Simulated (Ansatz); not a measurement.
**Two runs on FeSi**

System: FeSi (P2₁3, 8 atoms in the cell).
Method of the first run: Kohn-Sham DFT of a periodic cell, PBE, Ansatz PAW, spin-polarised (Ansatz 0.2.0).

The structure derives from an entry of the Crystallography Open Database. Text and figures count atoms from 1; the logs count them from 0 in places.

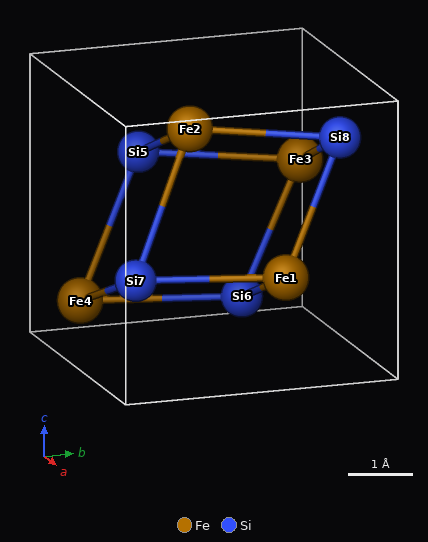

The input geometry (ball-and-stick view of the cell of the calculation, seen slightly off an axis; atoms are numbered from 1 in the order of the input).

## Input file, the first run
```yaml
crystal:
  lattice:
    - [4.5507, 0.0, 0.0]
    - [0.0, 4.5507, 0.0]
    - [0.0, 0.0, 4.5507]
  atoms:
    - { symbol: Fe, position: [0.86348, 0.63652, 0.36348], spin: 3.0 }
    - { symbol: Fe, position: [0.63652, 0.36348, 0.86348], spin: 3.0 }
    - { symbol: Fe, position: [0.36348, 0.86348, 0.63652], spin: 3.0 }
    - { symbol: Fe, position: [0.13652, 0.13652, 0.13652], spin: 3.0 }
    - { symbol: Si, position: [0.1576, 0.3424, 0.6576] }
    - { symbol: Si, position: [0.3424, 0.6576, 0.1576] }
    - { symbol: Si, position: [0.6576, 0.1576, 0.3424] }
    - { symbol: Si, position: [0.8424, 0.8424, 0.8424] }
hamiltonian:
  xc: pbe
  pseudopotentials: { kind: paw }
magnetization:
  spin_polarized: true
kpoints:
  mp_grid: { grid: [6, 6, 6] }
scf:
  occupations: { method: fermi_dirac, width: 0.05 }
output:
  forces: true
  stress: true
  eigenvalues: true
  write_density: true
  write_potential: true
  elf: true
  volumetric_format: npy
```

Command:
```bash
ansatz run input.yaml --threads 4 --pin off --max-ram 11264MiB --backend cpu --events-out ev --progress --plain --runs-dir out
```

Hardware: 4 threads of Arm Neoverse V2, 24 GiB of memory available, shared host.

## Output, shortened to warnings, some set-up lines, iterations and results (the first run)
```
Basis set: ecut = 420 eV, 1839 PW (Γ), exchange–correlation on 64×64×64 points (8 copies of the dense FFT grid, shifted against one another)
Symmetry: 12 space group operations
k-points: 24 of 216 (time reversal used)
Initial density: superposition of atomic densities (chi_scale 0.1, normalization cell)
[...]
SCF iter   1: F=—  HF=-20468.477418 eV  |F-HF|=—  |Δ(HF+E_count)|=         —  Δρ=1.70e-1 (↑1.70e-1 ↓8.95e-2)  dr2=5.80e0  dr2_m=1.39e1  M=4.205 μB ∫|m|=5.499 μB  β_m=0.30  …
SCF iter   2: F=—  HF=-20465.436646 eV  |F-HF|=—  |Δ(HF+E_count)|=    3.04e0  Δρ=9.04e-2 (↑9.04e-2 ↓8.50e-2)  dr2=9.81e-1  dr2_m=6.43e0  M=4.275 μB ∫|m|=5.572 μB  β_m=0.52  …
SCF iter   3: F=—  HF=-20469.007578 eV  |F-HF|=—  |Δ(HF+E_count)|=    3.57e0  Δρ=4.43e-2 (↑4.43e-2 ↓2.70e-2)  dr2=5.95e-1  dr2_m=9.68e-1  M=3.993 μB ∫|m|=5.108 μB  β_m=0.58  …
SCF iter   4: F=—  HF=-20469.113818 eV  |F-HF|=—  |Δ(HF+E_count)|=   1.06e-1  Δρ=1.37e-2 (↑6.55e-3 ↓1.37e-2)  dr2=5.98e-1  dr2_m=1.57e-2  M=3.787 μB ∫|m|=4.778 μB  β_m=0.75  …
SCF iter   5: F=—  HF=-20468.887641 eV  |F-HF|=—  |Δ(HF+E_count)|=   2.26e-1  Δρ=9.51e-3 (↑9.51e-3 ↓9.33e-3)  dr2=2.49e-1  dr2_m=4.86e-4  M=3.520 μB ∫|m|=4.374 μB  β_m=0.87  …
SCF iter   6: F=—  HF=-20468.972870 eV  |F-HF|=—  |Δ(HF+E_count)|=   8.52e-2  Δρ=5.19e-3 (↑4.77e-3 ↓5.19e-3)  dr2=7.50e-2  dr2_m=9.47e-5  M=3.619 μB ∫|m|=4.492 μB  β_m=0.94  …
SCF iter   7: F=—  HF=-20468.982320 eV  |F-HF|=—  |Δ(HF+E_count)|=   9.45e-3  Δρ=1.47e-3 (↑5.08e-4 ↓1.47e-3)  dr2=2.88e-3  dr2_m=2.43e-4  M=3.696 μB ∫|m|=4.585 μB  β_m=0.97  …
SCF iter   8: F=—  HF=-20468.982768 eV  |F-HF|=—  |Δ(HF+E_count)|=   4.48e-4  Δρ=2.50e-4 (↑2.50e-4 ↓1.06e-4)  dr2=3.62e-5  dr2_m=2.51e-5  M=3.726 μB ∫|m|=4.624 μB  β_m=0.98  …
SCF iter   9: F=—  HF=-20468.982724 eV  |F-HF|=—  |Δ(HF+E_count)|=   4.40e-5  Δρ=6.36e-5 (↑6.36e-5 ↓5.66e-5)  dr2=1.44e-5  dr2_m=2.86e-8  M=3.729 μB ∫|m|=4.630 μB  β_m=0.99  …
SCF iter  10: F=—  HF=-20468.982723 eV  |F-HF|=—  |Δ(HF+E_count)|=   1.12e-6  Δρ=1.15e-5 (↑1.15e-5 ↓3.04e-6)  dr2=1.32e-7  dr2_m=2.21e-8  M=3.728 μB ∫|m|=4.629 μB  β_m=1.00  …
SCF iter  11: F=—  HF=-20468.982723 eV  |F-HF|=—  |Δ(HF+E_count)|=   2.80e-8  Δρ=2.46e-6 (↑1.87e-6 ↓2.46e-6)  dr2=1.08e-9  dr2_m=3.72e-9  M=3.728 μB ∫|m|=4.629 μB  β_m=0.95  …
SCF iter  12: F=-20468.982723 eV  HF=-20468.982723 eV  |F-HF|=1.24e-9  |Δ(HF+E_count)|=  1.67e-10  Δρ=7.03e-7 (↑6.09e-7 ↓7.03e-7)  dr2=1.38e-9  dr2_m=3.07e-12  M=3.728 μB …
SCF 1 converged in 12 iterations: F = -20468.982723 eV  dr2 = 1.38e-9
SCF converged after 12 iterations
Magnetization: 3.7281 μB (41.8641 up, 38.1359 down)
Absolute magnetization: 4.6290 μB (∫|ρ↑−ρ↓|, with the PAW one-centre terms)
Spin contamination: 0.0862 ħ² per cell (⟨S²⟩ above its minimum at these occupations)
Per-site moments (μB) at R_I (Å): [(1.017880996288957, 0.9562849999618926), (1.017880996288957, 0.9562849999618926), (1.0178809962889575, 0.9562849999618926), (1.0178809962889572, 0.9562849999618926), (-0.0493829461768604, 0.9562849999618926), (-0.04938294617686044, 0.9562849999618926), …
Free energy (F): -20468.982723 eV
Harris-Foulkes:  -20468.982723 eV  (|F-HF|=1.24e-9)
Internal energy: -20468.922491 eV  (E = F + TS)
E sigma→0 (E₀):  -20468.952607 eV
Entropy (-TS):   -0.060232 eV (-7.529 meV/atom)
Fermi energy:    15.465493 eV
--- Per-component energies (eV) ---
  E_band       = -890.951629
  E_kinetic    = 1592.697259
  E_local      = -10807.025495  (includes V_loc(G=0)·N_el)
  E_nonlocal   = 958.446068
  E_hartree    = 4684.825332
  E_xc         = -702.771190
  E_vxc        = -808.614003  (∫ρ·V_xc dr)
  E_paw        = -7509.775576  (= ΣΔE_a)
  E_vpaw       = -1196.114526  (= ΣTr[D̂ρ^β])
  E_aug_tail   = 0.003390  (compensation charges beyond the density's cutoff)
  E_ewald      = -8685.322279
  E_smearing   = -0.060232  (= −TS)
  E_closure    = 0.000000  (closes the sum)
  Σ components = -20468.982723   (vs F -20468.982723, Δ=0.00e0)
--- Forces (eV/Å), atoms counted from 1 ---
  atom   1  Fe     0.02348519    -0.02348519     0.02348519
  atom   2  Fe    -0.02348519     0.02348519     0.02348519
  atom   3  Fe     0.02348519     0.02348519    -0.02348519
  atom   4  Fe    -0.02348519    -0.02348519    -0.02348519
  atom   5  Si    -0.05377984     0.05377984    -0.05377984
  atom   6  Si     0.05377984    -0.05377984    -0.05377984
  atom   7  Si    -0.05377984    -0.05377984     0.05377984
  atom   8  Si     0.05377984     0.05377984     0.05377984
  max |Σ_I F_I| component: 1.04e-16 eV/Å
--- Stress (GPa, compression-positive) ---
      -10.432021       0.000000      -0.000000
        0.000000     -10.432021       0.000000
       -0.000000       0.000000     -10.432021
  P = ⅓ Tr σ = -10.4320 GPa (-104.320 kbar)
```

The input of the second run differs as follows (lines with − go, lines with + come):
```diff
-    - { symbol: Fe, position: [0.86348, 0.63652, 0.36348], spin: 3.0 }
-    - { symbol: Fe, position: [0.63652, 0.36348, 0.86348], spin: 3.0 }
-    - { symbol: Fe, position: [0.36348, 0.86348, 0.63652], spin: 3.0 }
-    - { symbol: Fe, position: [0.13652, 0.13652, 0.13652], spin: 3.0 }
-    - { symbol: Si, position: [0.1576, 0.3424, 0.6576] }
-    - { symbol: Si, position: [0.3424, 0.6576, 0.1576] }
-    - { symbol: Si, position: [0.6576, 0.1576, 0.3424] }
-    - { symbol: Si, position: [0.8424, 0.8424, 0.8424] }
+    - { symbol: Fe, position: [0.866672, 0.641957, 0.363744], spin: 3.0 }
+    - { symbol: Fe, position: [0.638896, 0.352937, 0.852462], spin: 3.0 }
+    - { symbol: Fe, position: [0.362681, 0.851481, 0.632745], spin: 3.0 }
+    - { symbol: Fe, position: [0.140916, 0.134029, 0.131888], spin: 3.0 }
+    - { symbol: Si, position: [0.160863, 0.330741, 0.665561] }
+    - { symbol: Si, position: [0.340773, 0.660961, 0.16681] }
+    - { symbol: Si, position: [0.6523, 0.150373, 0.328246] }
+    - { symbol: Si, position: [0.848419, 0.841394, 0.842758] }
-  write_density: true
-  write_potential: true
-  elf: true
-  volumetric_format: npy
```

Predict how the results change.

With the same functional and potentials, the second run lies 15.7 meV per atom higher. The net moment of the cell goes from 3.73 to 3.59 μB. The largest force goes from 0.093 to 1.106 eV/Å. The SCF takes 17 iterations against 12. The irreducible k-points go from 24 to 112. On the same kind of shared host the second run took about 5 times as long.

## Output, shortened to warnings, some set-up lines, iterations and results (the second run)
```
Basis set: ecut = 420 eV, 1839 PW (Γ), exchange–correlation on 64×64×64 points (8 copies of the dense FFT grid, shifted against one another)
Symmetry: 1 space group operations
k-points: 112 of 216 (time reversal used)
Initial density: superposition of atomic densities (chi_scale 0.1, normalization cell)
[...]
SCF iter   1: F=—  HF=-20468.344650 eV  |F-HF|=—  |Δ(HF+E_count)|=         —  Δρ=1.70e-1 (↑1.70e-1 ↓8.98e-2)  dr2=5.83e0  dr2_m=1.40e1  M=4.197 μB ∫|m|=5.485 μB  β_m=0.30  …
SCF iter   2: F=—  HF=-20465.298651 eV  |F-HF|=—  |Δ(HF+E_count)|=    3.05e0  Δρ=9.08e-2 (↑9.08e-2 ↓8.56e-2)  dr2=1.00e0  dr2_m=6.51e0  M=4.258 μB ∫|m|=5.549 μB  β_m=0.52  …
SCF iter   3: F=—  HF=-20468.906351 eV  |F-HF|=—  |Δ(HF+E_count)|=    3.61e0  Δρ=4.52e-2 (↑4.52e-2 ↓2.71e-2)  dr2=6.13e-1  dr2_m=9.96e-1  M=3.954 μB ∫|m|=5.059 μB  β_m=0.58  …
SCF iter   4: F=—  HF=-20468.989759 eV  |F-HF|=—  |Δ(HF+E_count)|=   8.34e-2  Δρ=1.44e-2 (↑6.23e-3 ↓1.44e-2)  dr2=6.07e-1  dr2_m=2.16e-2  M=3.707 μB ∫|m|=4.688 μB  β_m=0.75  …
SCF iter   5: F=—  HF=-20468.747845 eV  |F-HF|=—  |Δ(HF+E_count)|=   2.42e-1  Δρ=1.16e-2 (↑1.16e-2 ↓8.45e-3)  dr2=2.85e-1  dr2_m=3.07e-3  M=3.321 μB ∫|m|=4.150 μB  β_m=0.87  …
[... 8 lines ...]
SCF iter  14: F=—  HF=-20468.856949 eV  |F-HF|=—  |Δ(HF+E_count)|=   5.78e-8  Δρ=1.81e-5 (↑1.81e-5 ↓1.29e-5)  dr2=6.83e-7  dr2_m=1.23e-8  M=3.593 μB ∫|m|=4.465 μB  β_m=0.72  …
SCF iter  15: F=—  HF=-20468.856949 eV  |F-HF|=—  |Δ(HF+E_count)|=   8.55e-8  Δρ=3.27e-6 (↑3.27e-6 ↓2.30e-6)  dr2=1.94e-8  dr2_m=1.11e-9  M=3.593 μB ∫|m|=4.465 μB  β_m=0.68  …
SCF iter  16: F=—  HF=-20468.856949 eV  |F-HF|=—  |Δ(HF+E_count)|=   4.77e-9  Δρ=1.25e-6 (↑1.25e-6 ↓1.22e-6)  dr2=3.93e-9  dr2_m=2.27e-10  M=3.593 μB ∫|m|=4.465 μB  β_m=0.82  …
SCF iter  17: F=-20468.856949 eV  HF=-20468.856949 eV  |F-HF|=5.42e-8  |Δ(HF+E_count)|=   3.17e-9  Δρ=4.63e-6 (↑2.56e-6 ↓4.63e-6)  dr2=5.62e-8  dr2_m=1.13e-9  M=3.593 μB …
SCF 1 converged in 17 iterations: F = -20468.856949 eV  dr2 = 5.62e-8
SCF converged after 17 iterations
Magnetization: 3.5931 μB (41.7966 up, 38.2034 down)
Absolute magnetization: 4.4652 μB (∫|ρ↑−ρ↓|, with the PAW one-centre terms)
Spin contamination: 0.0838 ħ² per cell (⟨S²⟩ above its minimum at these occupations)
Per-site moments (μB) at R_I (Å): [(1.0616399015374551, 0.9643505788387118), (1.0167987296854035, 0.9643949461100206), (1.011276609587667, 0.9458246637027984), (0.8341413683918769, 0.9475231945012699), (-0.04671250296188796, 0.9508058885096717), (-0.04547256702837572, 0.9458246637027984), …
Free energy (F): -20468.856949 eV
Harris-Foulkes:  -20468.856949 eV  (|F-HF|=5.42e-8)
Internal energy: -20468.794682 eV  (E = F + TS)
E sigma→0 (E₀):  -20468.825815 eV
Entropy (-TS):   -0.062267 eV (-7.783 meV/atom)
Fermi energy:    15.446949 eV
--- Per-component energies (eV) ---
  E_band       = -890.935327
  E_kinetic    = 1593.114655
  E_local      = -10809.509424  (includes V_loc(G=0)·N_el)
  E_nonlocal   = 958.379682
  E_hartree    = 4685.975528
  E_xc         = -702.811653
  E_vxc        = -808.669672  (∫ρ·V_xc dr)
  E_paw        = -7509.805963  (= ΣΔE_a)
  E_vpaw       = -1196.211239  (= ΣTr[D̂ρ^β])
  E_aug_tail   = 0.003389  (compensation charges beyond the density's cutoff)
  E_ewald      = -8684.140897
  E_smearing   = -0.062267  (= −TS)
  E_closure    = 0.000000  (closes the sum)
  Σ components = -20468.856949   (vs F -20468.856949, Δ=0.00e0)
--- Forces (eV/Å), atoms counted from 1 ---
  atom   1  Fe    -0.19491336    -0.65472784     0.01854215
  atom   2  Fe    -0.02973499     0.54089033     0.37395848
  atom   3  Fe     0.34201358     0.34541081     0.37887653
  atom   4  Fe    -0.20920078     0.03553063     0.41939605
  atom   5  Si    -0.35725081     0.37793502    -0.65480769
  atom   6  Si     0.42863010    -0.63065987    -0.80081012
  atom   7  Si     0.20021785     0.16976857     0.35776785
  atom   8  Si    -0.17975230    -0.18413476    -0.09295861
  max |Σ_I F_I| component: 3.54e-5 eV/Å
--- Stress (GPa, compression-positive) ---
      -10.277107       0.110604       0.236867
        0.110603     -11.277845       0.118785
        0.236868       0.118786      -9.317177
  P = ⅓ Tr σ = -10.2907 GPa (-102.907 kbar)
```

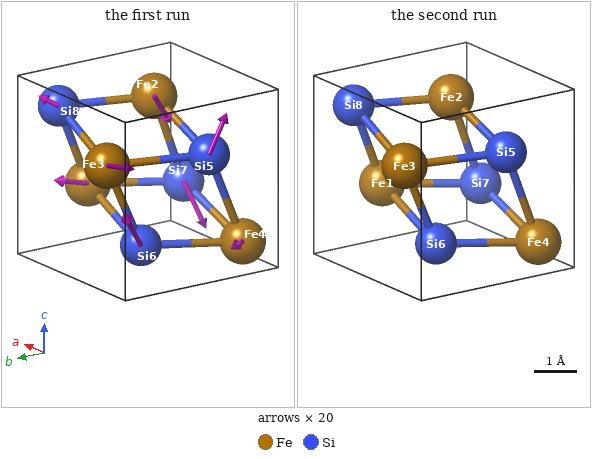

The two input geometries at one scale (ball-and-stick view of the cell of the calculation, seen at an oblique angle). The pink arrows on the first give the shifts of the atoms relative to the cell, with their mean removed, magnified 20 times. The atom that moves furthest is Si7 (0.065 Å). Largest moves by element: Si 0.065 Å, Fe 0.050 Å. (The mean shift of all atoms is removed.) The cell doesn't change. Among the contacts that change: Fe2–Si6 2.318 → 2.419 Å, Fe3–Si6 2.374 → 2.293 Å, Fe1–Si7 2.374 → 2.446 Å, Fe4–Si5 2.374 → 2.305 Å.

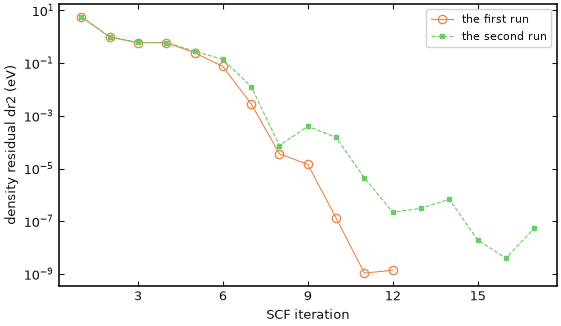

Convergence of the two runs: density residual dr2 against the SCF iteration. The first run takes 12 iterations in all, and the second run takes 17.

## The two runs side by side

| quantity | the first run | the second run |
| --- | --- | --- |
| outcome | converged | converged |
| free energy per atom (eV) | −2558.6228 | −2558.6071 |
| energy per atom, smearing taken to zero (eV) | −2558.6191 | −2558.6032 |
| gap on the mesh (eV) | 0.00 | 0.00 |
| net moment of the cell (μB) | 3.73 | 3.59 |
| absolute moment of the cell (μB) | 4.63 | 4.47 |
| pressure (GPa) | −10.43 | −10.29 |
| largest force (eV/Å) | 0.093 | 1.106 |
| SCF iterations | 12 | 17 |
| irreducible k-points | 24 | 112 |
| plane waves at Γ | 1839 | 1839 |
| wall time (shared host) | 14 s | 70 s |

For the first run: The cell is under a tension of 10.4 GPa at this level, so it is not at its equilibrium volume. For the second run: The cell is under a tension of 10.3 GPa at this level, so it is not at its equilibrium volume.
